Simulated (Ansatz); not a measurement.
## What a change does: geometry relaxation on CoSi2

System: CoSi2 (Fm-3m, 3 atoms in the cell).
Method of run A: Kohn-Sham DFT of a periodic cell, PBE with D4, Ansatz PAW, spin-polarised (Ansatz 0.2.0).

The structure derives from an entry of the Crystallography Open Database. Text and figures count atoms from 1; the logs count them from 0 in places.

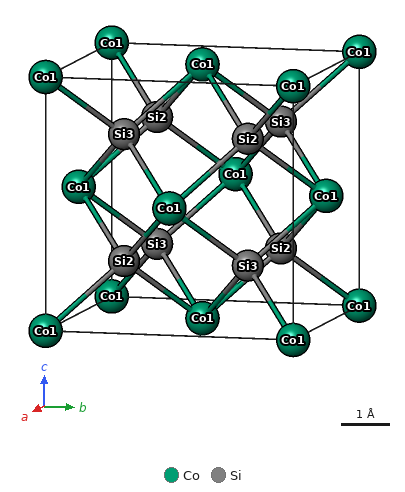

Fig. 1: The starting structure (ball-and-stick view of the cell 4 times as large as that of the calculation, set on its symmetry axes, seen slightly off an axis; atoms are numbered from 1 in the order of the input). An atom can appear more than once, as a periodic image.

### Input file, run A
```yaml
crystal:
  lattice:
    - [0.0, 2.678, 2.678]
    - [2.678, 0.0, 2.678]
    - [2.678, 2.678, 0.0]
  atoms:
    - { symbol: Co, position: [0.0, 0.0, 0.0], spin: 2.0 }
    - { symbol: Si, position: [0.75, 0.75, 0.75] }
    - { symbol: Si, position: [0.25, 0.25, 0.25] }
hamiltonian:
  xc: pbe
  pseudopotentials: { kind: paw }
  dispersion: d4
magnetization:
  spin_polarized: true
kpoints:
  mp_grid: { grid: [9, 9, 9] }
scf:
  occupations: { method: fermi_dirac, width: 0.05 }
output:
  forces: true
  stress: true
  write_density: true
  write_potential: true
  elf: true
  volumetric_format: npy
relax:
  f_tol: 0.01
  max_steps: 40
  cell: { stress_tol: 0.05 }
```

Launched with:
```bash
ansatz run input.yaml --threads 2 --pin off --max-ram 5632MiB --backend cpu --events-out ev --progress --plain --runs-dir out
```

Hardware: 2 threads of Intel Xeon @ 2.50GHz (Skylake/Cascade Lake), 16 GiB of memory available, shared host.

### Output, shortened to warnings, some set-up lines, iterations and results (run A)
```
WARN: the starting moments were not kept: the SCF closed with an absolute magnetisation of 1.1e-6 μB, where they sum to 2 μB in size (1 site). That is at most 0.1 of that sum. Measured as dr2_m measures the in/out step, that magnetisation stands 7.3e-13 eV from none, at or under the dr2_threshold of 1.0e-7 eV: it is no larger than a step whose dr2_m would equal this threshold. The system may hold …
Basis set: ecut = 420 eV, 749 PW (Γ), exchange–correlation on 54×54×54 points (8 copies of the dense FFT grid, shifted against one another)
Symmetry: 48 space group operations
k-points: 35 of 729
Initial density: superposition of atomic densities (chi_scale 0.1, normalization cell)
[...]
SCF iter   1: F=—  HF=-6398.197621 eV  |F-HF|=—  |Δ(HF+E_count)|=         —  Δρ=9.32e-2 (↑9.32e-2 ↓3.79e-2)  dr2=1.55e0  dr2_m=1.18e0  M=0.758 μB ∫|m|=1.420 μB  β_m=0.30  …
SCF iter   2: F=—  HF=-6397.990872 eV  |F-HF|=—  |Δ(HF+E_count)|=   2.07e-1  Δρ=6.34e-2 (↑4.53e-2 ↓6.34e-2)  dr2=8.85e-1  dr2_m=9.16e-1  M=0.686 μB ∫|m|=1.214 μB  β_m=0.50  …
SCF iter   3: F=—  HF=-6399.371609 eV  |F-HF|=—  |Δ(HF+E_count)|=    1.38e0  Δρ=5.90e-2 (↑3.59e-2 ↓5.90e-2)  dr2=7.89e-1  dr2_m=7.25e-1  M=0.513 μB ∫|m|=0.927 μB  β_m=0.23  …
SCF iter   4: F=—  HF=-6400.254569 eV  |F-HF|=—  |Δ(HF+E_count)|=   8.83e-1  Δρ=3.57e-2 (↑3.57e-2 ↓3.32e-2)  dr2=2.27e-1  dr2_m=3.82e-1  M=0.318 μB ∫|m|=0.622 μB  β_m=0.53  …
SCF iter   5: F=—  HF=-6400.385687 eV  |F-HF|=—  |Δ(HF+E_count)|=         —  Δρ=2.17e-2 (↑2.17e-2 ↓1.91e-2)  dr2=4.08e-1  dr2_m=1.46e-3  M=-0.002 μB ∫|m|=0.025 μB  β_m=0.61  …
[... 48 lines ...]
SCF iter   7: F=—  HF=-6400.570794 eV  |F-HF|=—  |Δ(HF+E_count)|=   3.16e-9  Δρ=8.48e-8 (↑8.48e-8 ↓8.45e-8)  dr2=9.78e-12  dr2_m=6.60e-18  M=-0.000 μB ∫|m|=0.000 μB  β_m=0.96 …
SCF iter   8: F=—  HF=-6400.570794 eV  |F-HF|=—  |Δ(HF+E_count)|=  1.82e-12  Δρ=4.41e-8 (↑4.40e-8 ↓4.41e-8)  dr2=2.70e-12  dr2_m=3.38e-19  M=-0.000 μB ∫|m|=0.000 μB  β_m=0.98 …
SCF iter   9: F=-6400.570794 eV  HF=-6400.570794 eV  |F-HF|=5.46e-12  |Δ(HF+E_count)|=  7.28e-12  Δρ=6.74e-8 (↑6.74e-8 ↓6.74e-8)  dr2=5.47e-12  dr2_m=2.61e-20  M=0.000 μB …
SCF 5 converged in 9 iterations: F = -6400.570794 eV  dr2 = 5.47e-12
relax step   5: F+E_penalty+E_count = -6400.57079446 eV  Δ(F+E_penalty+E_count) = +3.815e-4 eV  max|allowed force component| = 1.974e-16 eV/Å  Δτ_max = 0.0000 Å  P = -0.016 …
basis re-selected at this cell: Δ(F+E_penalty+E_count) = +3.815e-4 eV, ΔP = -0.016 GPa vs the last step (what re-selecting the basis moved, of the pressure what is left beyond the Pulay correction that the steps carried, after the strain that the cell walked since its last selection, with what the …
SCF converged after 9 iterations
Magnetization: 0.0000 μB (12.5000 up, 12.5000 down)
Absolute magnetization: 0.0000 μB (∫|ρ↑−ρ↓|, with the PAW one-centre terms)
Spin contamination: 0.0000 ħ² per cell (⟨S²⟩ above its minimum at these occupations)
Per-site moments (μB) at R_I (Å): [(5.517001530103514e-11, 0.9480454488870979), (-1.1919121153337704e-11, 0.9480454488870979), (-1.1919008312718927e-11, 0.9480454488870979)]
Free energy (F): -6400.570794 eV
Harris-Foulkes:  -6400.570794 eV  (|F-HF|=5.46e-12)
Internal energy: -6400.560705 eV  (E = F + TS)
E sigma→0 (E₀):  -6400.565750 eV
Entropy (-TS):   -0.010090 eV (-3.363 meV/atom)
Fermi energy:    13.297789 eV
--- Per-component energies (eV) ---
  E_band       = -274.824572
  E_kinetic    = 549.878518
  E_local      = -4065.224407  (includes V_loc(G=0)·N_el)
  E_nonlocal   = 501.632688
  E_hartree    = 1770.952156
  E_xc         = -274.968504
  E_vxc        = -306.411586  (∫ρ·V_xc dr)
  E_paw        = -2541.822241  (= ΣΔE_a)
  E_vpaw       = -496.604012  (= ΣTr[D̂ρ^β])
  E_aug_tail   = 0.000112  (compensation charges beyond the density's cutoff)
  E_ewald      = -2339.594325
  E_disp       = -1.414701  (pairwise vdW)
  E_smearing   = -0.010090  (= −TS)
  E_closure    = 0.000000  (closes the sum)
  Σ components = -6400.570794   (vs F -6400.570794, Δ=0.00e0)
--- Forces (eV/Å), atoms counted from 1 ---
  atom   1  Co    -0.00000000    -0.00000000     0.00000000
  atom   2  Si    -0.00000000    -0.00000000    -0.00000000
  atom   3  Si     0.00000000     0.00000000     0.00000000
  max |Σ_I F_I| component: 1.85e-17 eV/Å
--- Stress (GPa, compression-positive) ---
       -0.015916       0.000000      -0.000000
       -0.000000      -0.015916      -0.000000
       -0.000000      -0.000000      -0.015916
  P = ⅓ Tr σ = -0.0159 GPa (-0.159 kbar)
--- Relaxed structure (4 steps of the walk, 4 accepted, 1 SCFs on fresh bases) ---
  F+E_penalty+E_count = -6400.57079446 eV   max|allowed force component| = 1.974e-16 eV/Å   (the final SCF, on the basis selected at the relaxed cell)
[...]
```

The input of run B differs as follows (lines with − go, lines with + come):
```diff
-  dispersion: d4
+  dispersion: d3bj
-  write_density: true
-  write_potential: true
-  elf: true
-  volumetric_format: npy
```

What does this change do to the results?

The total energies belong to different models, so their difference says nothing on which is more stable or more accurate. The volume per atom goes from 12.46 to 12.44 Å³. The number of SCF iterations is the same.

### Output, shortened to warnings, some set-up lines, iterations and results (run B)
```
WARN: the starting moments were not kept: the SCF closed with an absolute magnetisation of 1.1e-6 μB, where they sum to 2 μB in size (1 site). That is at most 0.1 of that sum. Measured as dr2_m measures the in/out step, that magnetisation stands 8.2e-13 eV from none, at or under the dr2_threshold of 1.0e-7 eV: it is no larger than a step whose dr2_m would equal this threshold. The system may hold …
Basis set: ecut = 420 eV, 749 PW (Γ), exchange–correlation on 54×54×54 points (8 copies of the dense FFT grid, shifted against one another)
Symmetry: 48 space group operations
k-points: 35 of 729
Initial density: superposition of atomic densities (chi_scale 0.1, normalization cell)
[...]
SCF iter   1: F=—  HF=-6398.145481 eV  |F-HF|=—  |Δ(HF+E_count)|=         —  Δρ=9.32e-2 (↑9.32e-2 ↓3.79e-2)  dr2=1.55e0  dr2_m=1.18e0  M=0.758 μB ∫|m|=1.420 μB  β_m=0.30  …
SCF iter   2: F=—  HF=-6397.938732 eV  |F-HF|=—  |Δ(HF+E_count)|=   2.07e-1  Δρ=6.34e-2 (↑4.53e-2 ↓6.34e-2)  dr2=8.85e-1  dr2_m=9.16e-1  M=0.686 μB ∫|m|=1.214 μB  β_m=0.50  …
SCF iter   3: F=—  HF=-6399.319469 eV  |F-HF|=—  |Δ(HF+E_count)|=    1.38e0  Δρ=5.90e-2 (↑3.59e-2 ↓5.90e-2)  dr2=7.89e-1  dr2_m=7.25e-1  M=0.513 μB ∫|m|=0.927 μB  β_m=0.23  …
SCF iter   4: F=—  HF=-6400.202429 eV  |F-HF|=—  |Δ(HF+E_count)|=   8.83e-1  Δρ=3.57e-2 (↑3.57e-2 ↓3.32e-2)  dr2=2.27e-1  dr2_m=3.82e-1  M=0.318 μB ∫|m|=0.622 μB  β_m=0.53  …
SCF iter   5: F=—  HF=-6400.333546 eV  |F-HF|=—  |Δ(HF+E_count)|=         —  Δρ=2.17e-2 (↑2.17e-2 ↓1.91e-2)  dr2=4.08e-1  dr2_m=1.46e-3  M=-0.002 μB ∫|m|=0.025 μB  β_m=0.61  …
[... 48 lines ...]
SCF iter   7: F=—  HF=-6400.520582 eV  |F-HF|=—  |Δ(HF+E_count)|=   3.65e-9  Δρ=8.72e-8 (↑8.72e-8 ↓8.62e-8)  dr2=1.04e-11  dr2_m=9.59e-17  M=0.000 μB ∫|m|=0.000 μB  β_m=0.96  …
SCF iter   8: F=—  HF=-6400.520582 eV  |F-HF|=—  |Δ(HF+E_count)|=    0.00e0  Δρ=4.70e-8 (↑4.68e-8 ↓4.70e-8)  dr2=3.05e-12  dr2_m=2.40e-18  M=0.000 μB ∫|m|=0.000 μB  β_m=0.98  …
SCF iter   9: F=-6400.520582 eV  HF=-6400.520582 eV  |F-HF|=7.28e-12  |Δ(HF+E_count)|=  9.09e-12  Δρ=7.43e-8 (↑7.43e-8 ↓7.43e-8)  dr2=6.65e-12  dr2_m=1.84e-19  M=0.000 μB …
SCF 5 converged in 9 iterations: F = -6400.520582 eV  dr2 = 6.65e-12
relax step   5: F+E_penalty+E_count = -6400.52058202 eV  Δ(F+E_penalty+E_count) = +4.133e-4 eV  max|allowed force component| = 8.327e-17 eV/Å  Δτ_max = 0.0000 Å  P = -0.019 …
basis re-selected at this cell: Δ(F+E_penalty+E_count) = +4.133e-4 eV, ΔP = -0.017 GPa vs the last step (what re-selecting the basis moved, of the pressure what is left beyond the Pulay correction that the steps carried, after the strain that the cell walked since its last selection, with what the …
SCF converged after 9 iterations
Magnetization: 0.0000 μB (12.5000 up, 12.5000 down)
Absolute magnetization: 0.0000 μB (∫|ρ↑−ρ↓|, with the PAW one-centre terms)
Spin contamination: 0.0000 ħ² per cell (⟨S²⟩ above its minimum at these occupations)
Per-site moments (μB) at R_I (Å): [(1.55557222100424e-10, 0.9475330582695043), (-2.661488884425912e-11, 0.9475330582695043), (-2.6614843965792386e-11, 0.9475330582695045)]
Free energy (F): -6400.520582 eV
Harris-Foulkes:  -6400.520582 eV  (|F-HF|=7.28e-12)
Internal energy: -6400.510494 eV  (E = F + TS)
E sigma→0 (E₀):  -6400.515538 eV
Entropy (-TS):   -0.010088 eV (-3.363 meV/atom)
Fermi energy:    13.324468 eV
--- Per-component energies (eV) ---
  E_band       = -274.266265
  E_kinetic    = 550.019891
  E_local      = -4063.373047  (includes V_loc(G=0)·N_el)
  E_nonlocal   = 501.658871
  E_hartree    = 1770.277334
  E_xc         = -275.020402
  E_vxc        = -306.480643  (∫ρ·V_xc dr)
  E_paw        = -2541.847046  (= ΣΔE_a)
  E_vpaw       = -496.645897  (= ΣTr[D̂ρ^β])
  E_aug_tail   = 0.000109  (compensation charges beyond the density's cutoff)
  E_ewald      = -2340.859490
  E_disp       = -1.366714  (pairwise vdW)
  E_smearing   = -0.010088  (= −TS)
  E_closure    = -0.000000  (closes the sum)
  Σ components = -6400.520582   (vs F -6400.520582, Δ=0.00e0)
--- Forces (eV/Å), atoms counted from 1 ---
  atom   1  Co    -0.00000000    -0.00000000     0.00000000
  atom   2  Si    -0.00000000    -0.00000000    -0.00000000
  atom   3  Si     0.00000000     0.00000000    -0.00000000
  max |Σ_I F_I| component: 4.63e-17 eV/Å
--- Stress (GPa, compression-positive) ---
       -0.019470      -0.000000      -0.000000
       -0.000000      -0.019470      -0.000000
       -0.000000      -0.000000      -0.019470
  P = ⅓ Tr σ = -0.0195 GPa (-0.195 kbar)
--- Relaxed structure (4 steps of the walk, 4 accepted, 1 SCFs on fresh bases) ---
  F+E_penalty+E_count = -6400.52058202 eV   max|allowed force component| = 8.327e-17 eV/Å   (the final SCF, on the basis selected at the relaxed cell)
[...]
```

### The two runs side by side

| quantity | run A | run B |
| --- | --- | --- |
| outcome | converged | converged |
| free energy per atom (eV) | −2133.5236 | −2133.5069 |
| energy per atom, smearing taken to zero (eV) | −2133.5219 | −2133.5052 |
| gap on the mesh (eV) | 0.00 | – |
| net moment of the cell (μB) | 0.00 | 0.00 |
| absolute moment of the cell (μB) | 0.00 | 0.00 |
| pressure (GPa) | −0.02 | −0.02 |
| volume per atom (Å³) | 12.46 | 12.44 |
| largest force (eV/Å) | 0.000 | 0.000 |
| SCF iterations | 48 | 48 |
| irreducible k-points | 35 | 35 |
| wall time (shared host) | 11 s | 9.4 s |

For both runs: Warnings: some starting moments were not kept.
